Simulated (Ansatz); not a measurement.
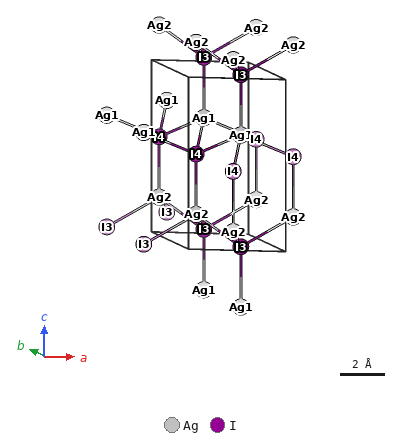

The structure (ball-and-stick view of the cell of the calculation, repeated 1 × 2 × 1, seen slightly off an axis; neighbours outside the cell are drawn fainter; atoms are numbered from 1 in the order of the input). An atom can appear more than once, as a periodic image.

Band-structure calculation of AgI (part 1 of 2)

- system: AgI (4 atoms in the cell)
- method: DFT, PBE, plane waves, PAW, no spin polarisation (Ansatz 0.2.0)

The structure derives from an entry of the Crystallography Open Database. The geometry comes from this level: r2SCAN (a point of a series of strains). It belongs to a series of runs on one base structure; here: epitaxial_xy strain -4.1%. Figures and captions count atoms from 1; the log counts them from 0 in places.

Log
```
scf.n_extra_bands = 5 over 36 filled bands (N_el = 72.0): the run solves 41 bands
Engine: ansatz 0.2.0, aarch64-unknown-linux-gnu
Pseudopotentials: kind: paw
Pseudopotential: Ag, paw, valence charge 19, recommended cutoff 420 eV (normal), Ag.paw.azcp
Pseudopotential: I, paw, valence charge 17, recommended cutoff 420 eV (normal), I.paw.azcp
Functional definition: PBE
  parameter kappa = 0.804
  parameter beta = 0.06672455060314922
  exchange = pbe_x(kappa = kappa, mu = beta*pi^2/3)
  correlation = pbe_c(beta = beta)
Crystal: 4 atoms, lattice volume = 137.334 Å³
Basis set: ecut = 420 eV, 2697 PW (Γ), exchange–correlation on 60×60×108 points (8 copies of the dense FFT grid, shifted against one another)
Bands: 41, of which v1, the nominal top of the filled ones, is band 36 counted from 1 (35 counted from 0)
Symmetry: 12 space group operations
Space group: P63mc (ITA 186), of the structure as read, at distance tolerance 5.2e-5 Å
k-points: 21 of 144 (time reversal used)
Non-local potential: Ag, projectors of the file, l = 0: 3, l = 1: 2, l = 2: 2, l = 3: 1
Non-local potential: I, projectors of the file, l = 0: 2, l = 1: 2, l = 2: 2, l = 3: 2
PAW form: soft (Blöchl's): semilocal exchange-correlation on the pseudo side does not see the compensation charge
PAW one-centre angular grid: Ag, 590 points (default); XC on 64 Gauss nodes
PAW one-centre angular grid: I, 590 points (default); XC on 64 Gauss nodes
Initial density: superposition of atomic densities (neutral atoms: chi_scale 0, normalization atom), corrected by the library's trained network
Initial wavefunctions: pseudopotential atomic-orbital guess
Functional: x = pbe(κ = 0.804, μ = 0.2195149727645171), c = pbe(β = 0.06672455060314922)
SCF iter   1: F=—  HF=-30207.930313 eV  |F-HF|=—  |Δ(HF+E_count)|=         —  Δρ=8.87e-4  dr2=1.70e-3  ethr=1.77e-3  ⟨swp⟩=8.3  Hψ=3583  notcnv=0
preconditioner: auto → Resta (q_TF=auto, 2.450 Å⁻¹)  ε∞=5.8  [insulator: Δε(μ)=1.256 eV  Ē_g=8.664 eV  σ=0.020 eV  W_gap=1.00  n_scr=36 (ndim 8)  ℏωp=19.0 eV  f_vac=0.214  D(μ)=0.00/eV (n_scr^D=0)  ε∞_Penn≈5.8]
SCF iter   2: F=—  HF=-30207.931426 eV  |F-HF|=—  |Δ(HF+E_count)|=   1.11e-3  Δρ=5.91e-4  dr2=7.61e-4  ethr=2.36e-6  ⟨swp⟩=3.0  Hψ=1629  notcnv=0  defer=20
SCF iter   3: F=—  HF=-30207.931588 eV  |F-HF|=—  |Δ(HF+E_count)|=   1.62e-4  Δρ=3.48e-4  dr2=1.58e-4  ethr=1.06e-6  ⟨swp⟩=2.5  Hψ=1349  notcnv=0  defer=20
SCF iter   4: F=—  HF=-30207.931621 eV  |F-HF|=—  |Δ(HF+E_count)|=   3.35e-5  Δρ=1.16e-4  dr2=1.79e-5  ethr=2.20e-7  ⟨swp⟩=2.0  Hψ=1419  notcnv=0  defer=20
SCF iter   5: F=—  HF=-30207.931643 eV  |F-HF|=—  |Δ(HF+E_count)|=   2.22e-5  Δρ=5.13e-5  dr2=4.69e-6  ethr=2.48e-8  ⟨swp⟩=2.0  Hψ=1141  notcnv=0  defer=20
SCF iter   6: F=—  HF=-30207.931650 eV  |F-HF|=—  |Δ(HF+E_count)|=   6.97e-6  Δρ=1.02e-5  dr2=2.19e-7  ethr=6.51e-9  ⟨swp⟩=2.0  Hψ=1218  notcnv=0  defer=20
SCF iter   7: F=-30207.931651 eV  HF=-30207.931651 eV  |F-HF|=2.91e-8  |Δ(HF+E_count)|=   4.05e-7  Δρ=6.21e-6  dr2=5.95e-8  ethr=1.39e-10  ⟨swp⟩=14.9  Hψ=6472  notcnv=0
SCF 1 converged in 7 iterations: F = -30207.931651 eV  dr2 = 5.95e-8
  greatest PAW one-centre occupation: 1.000 electrons in one spin orbital (limit 2), on the Ag atom at site 1 (counted from 0), in its partial waves of l = 0
```

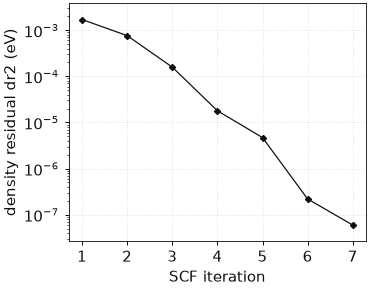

Convergence of the self-consistent field: density residual dr2 against the SCF iteration. The residual falls at every step.

```
NSCF: frozen V_eff on 6 k-points
SCF converged after 7 iterations
Free energy (F): -30207.931651 eV
Harris-Foulkes:  -30207.931651 eV  (|F-HF|=2.91e-8)
Internal energy: -30207.931651 eV  (E = F + TS)
E sigma→0 (E₀):  -30207.931651 eV
Fermi energy:    7.407165 eV
--- Per-component energies (eV) ---
  E_band       = -1560.511942
  E_kinetic    = 1433.888821
  E_local      = -11003.365651  (includes V_loc(G=0)·N_el)
  E_nonlocal   = -16.068134
  E_hartree    = 5206.506481
  E_xc         = -623.063338
  E_vxc        = -723.160327  (∫ρ·V_xc dr)
  E_paw        = -17442.160726  (= ΣΔE_a)
  E_vpaw       = -1664.842851  (= ΣTr[D̂ρ^β])
  E_aug_tail   = 0.000570  (compensation charges beyond the density's cutoff)
  E_ewald      = -7763.669673
  E_smearing   = -0.000000  (= −TS)
  E_closure    = -0.000000  (closes the sum)
  Σ components = -30207.931651   (vs F -30207.931651, Δ=0.00e0)
--- Forces (eV/Å), atoms counted from 1 ---
  atom   1  Ag    -0.00000000     0.00000000    -0.01233853
  atom   2  Ag     0.00000000    -0.00000000    -0.01233853
  atom   3  I      0.00000000    -0.00000000     0.01237431
  atom   4  I     -0.00000000     0.00000000     0.01237431
  max |Σ_I F_I| component: 7.16e-5 eV/Å
--- Stress (GPa, compression-positive) ---
        1.967749       0.000000      -0.000000
        0.000000       1.967749       0.000000
       -0.000000       0.000000       0.589979
  P = ⅓ Tr σ = 1.5085 GPa (15.085 kbar)
--- Band table (eV; the first three rows and the last of 21) ---
  k-point 0: bands = ["-83.7742", "-83.7742", "-47.3023", "-47.3023", "-47.2858", "-47.2858", "-47.2858", "-47.2858", "-38.0393", "-38.0390", "-38.0281", "-38.0281", "-38.0281", "-38.0281", "-38.0005", "-38.0005", "-38.0005", "-38.0005", "-6.0053", "-5.7602", "2.4508", "2.4803", "2.7215", "2.7215", "2.9283", "2.9283", "3.6853", "3.6853", "3.7371", "3.7400", "3.7400", "6.0578", "6.0578", "6.5573", "6.7688", "6.7688", "8.0314", "9.9446", "12.2045", "12.9084", "12.9084"]
  k-point 1: bands = ["-83.7742", "-83.7742", "-47.3023", "-47.3023", "-47.2858", "-47.2858", "-47.2858", "-47.2858", "-38.0393", "-38.0390", "-38.0281", "-38.0281", "-38.0281", "-38.0281", "-38.0005", "-38.0005", "-38.0005", "-38.0005", "-5.9710", "-5.7977", "2.4296", "2.4328", "2.7470", "2.7470", "2.8922", "2.8922", "3.6958", "3.6958", "3.7353", "3.7353", "4.0624", "5.8563", "6.1576", "6.1576", "6.6592", "6.6592", "8.7359", "9.8959", "12.1116", "12.9934", "12.9934"]
  k-point 2: bands = ["-83.7742", "-83.7742", "-47.3023", "-47.3023", "-47.2857", "-47.2857", "-47.2857", "-47.2857", "-38.0392", "-38.0392", "-38.0281", "-38.0281", "-38.0281", "-38.0281", "-38.0005", "-38.0005", "-38.0005", "-38.0005", "-5.8859", "-5.8859", "2.4026", "2.4026", "2.8144", "2.8144", "2.8144", "2.8144", "3.7183", "3.7183", "3.7183", "3.7183", "4.8523", "4.8523", "6.4035", "6.4035", "6.4035", "6.4035", "9.5764", "9.5764", "12.3048", "12.3048", "13.2346"]
  k-point 20: bands = ["-83.7742", "-83.7742", "-47.3023", "-47.3023", "-47.2859", "-47.2859", "-47.2859", "-47.2859", "-38.0390", "-38.0390", "-38.0282", "-38.0282", "-38.0281", "-38.0281", "-38.0004", "-38.0004", "-38.0004", "-38.0004", "-5.6183", "-5.6183", "2.5722", "2.5722", "2.6910", "2.6910", "3.1441", "3.1441", "3.6995", "3.6995", "3.8877", "3.8877", "3.9840", "3.9840", "4.9825", "4.9825", "5.4920", "5.4920", "10.4017", "10.4017", "12.0651", "12.0651", "13.1339"]
```

File bands.tsv
```
# k_distance	band_0	band_1	band_2	band_3	band_4	band_5	band_6	band_7	band_8	band_9	band_10	band_11	band_12	band_13	band_14	band_15	band_16	band_17	band_18	band_19	band_20	band_21	band_22	band_23	band_24	band_25	band_26	band_27	band_28	band_29	band_30	band_31	band_32	band_33	band_34	band_35	band_36	band_37	band_38	band_39	band_40
# fermi_ev = 7.407165
# lock_threshold_ev = 1e-6
# [0, 0, 0] at k_distance = 0.000000
# [0.5, 0, 0] at k_distance = 0.813606
# [0.3333333333, 0.3333333333, 0] at k_distance = 1.283342
# [0, 0, 0.5] at k_distance = 2.302023
# [0.5, 0, 0.5] at k_distance = 3.115630
# [0.3333333333, 0.3333333333, 0.5] at k_distance = 3.585365
# levels_relative_to = fermi_ev
# free_energy_ev = -30207.931651
# largest_residual_norms_ev = 4.144e-4 4.901e-4 4.403e-4 4.947e-4 4.589e-4 5.136e-4 5.039e-4 5.403e-4 3.202e-4 3.574e-4 3.250e-4 3.723e-4 3.299e-4 3.501e-4 3.316e-4 3.295e-4 3.235e-4 3.641e-4 5.016e-4 8.351e-4 9.588e-4 1.131e-3 1.019e-3 1.140e-3 1.021e-3 1.312e-3 1.663e-3 1.406e-3 1.249e-3 1.313e-3 1.054e-3 1.266e-3 8.401e-4 5.008e-4 1.204e-3 1.645e-3 9.561e-4 8.800e-4 1.239e-3 1.349e-3 2.021e-3
0.000000	-91.181341	-91.181339	-54.709508	-54.709431	-54.692919	-54.692919	-54.692916	-54.692916	-45.446485	-45.446176	-45.435285	-45.435285	-45.435233	-45.435233	-45.407681	-45.407681	-45.407663	-45.407663	-13.412460	-13.167337	-4.956409	-4.926890	-4.685693	-4.685693	-4.478892	-4.478892	-3.721882	-3.721882	-3.670023	-3.667144	-3.667144	-1.349377	-1.349377	-0.849880	-0.638364	-0.638364	0.624247	2.537451	4.797328	5.501214	5.501214
0.813606	-91.181336	-91.181335	-54.709461	-54.709434	-54.693126	-54.693120	-54.692977	-54.692976	-45.446271	-45.446162	-45.435370	-45.435364	-45.435252	-45.435219	-45.407716	-45.407705	-45.407453	-45.407452	-13.096739	-13.015616	-4.893122	-4.863130	-4.726571	-4.648636	-4.384080	-4.245541	-3.754141	-3.603476	-3.585630	-3.536076	-3.436315	-3.051999	-2.819846	-2.287242	-1.854371	-1.183799	2.544939	3.214159	3.881091	4.768737	5.481753
1.283342	-91.181334	-91.181334	-54.709449	-54.709449	-54.693081	-54.693079	-54.693063	-54.693063	-45.446199	-45.446199	-45.435374	-45.435374	-45.435271	-45.435237	-45.407594	-45.407583	-45.407558	-45.407558	-13.026440	-13.026440	-4.902135	-4.666970	-4.666970	-4.429690	-4.352152	-4.352152	-3.722285	-3.693178	-3.670966	-3.670966	-3.241363	-3.241363	-3.066838	-2.214366	-2.214366	-1.776136	3.347259	3.760137	3.760137	5.910476	5.910476
2.302023	-91.181339	-91.181339	-54.709464	-54.709464	-54.692915	-54.692915	-54.692915	-54.692915	-45.446322	-45.446322	-45.435258	-45.435258	-45.435258	-45.435258	-45.407670	-45.407670	-45.407670	-45.407670	-13.293104	-13.293104	-5.004550	-5.004550	-4.592774	-4.592774	-4.592774	-4.592774	-3.688876	-3.688876	-3.688876	-3.688876	-2.554836	-2.554836	-1.003628	-1.003628	-1.003628	-1.003628	2.169259	2.169259	4.897616	4.897616	5.827438
3.115630	-91.181335	-91.181335	-54.709453	-54.709453	-54.693127	-54.693127	-54.692981	-54.692981	-45.446214	-45.446214	-45.435374	-45.435374	-45.435244	-45.435244	-45.407715	-45.407715	-45.407453	-45.407453	-13.055635	-13.055635	-5.005901	-5.005901	-4.532613	-4.532613	-4.476367	-4.476367	-3.598216	-3.598216	-3.543191	-3.543191	-3.378353	-3.378353	-2.058668	-2.058668	-1.732803	-1.732803	2.382819	2.382819	4.341417	4.341417	6.552241
3.585365	-91.181335	-91.181335	-54.709449	-54.709449	-54.693078	-54.693078	-54.693061	-54.693061	-45.446200	-45.446200	-45.435372	-45.435372	-45.435253	-45.435253	-45.407587	-45.407587	-45.407557	-45.407557	-13.025452	-13.025452	-4.835004	-4.835004	-4.716152	-4.716152	-4.263036	-4.263036	-3.707617	-3.707617	-3.519481	-3.519481	-3.423209	-3.423209	-2.424621	-2.424621	-1.915155	-1.915155	2.994537	2.994537	4.657908	4.657908	5.726688
```
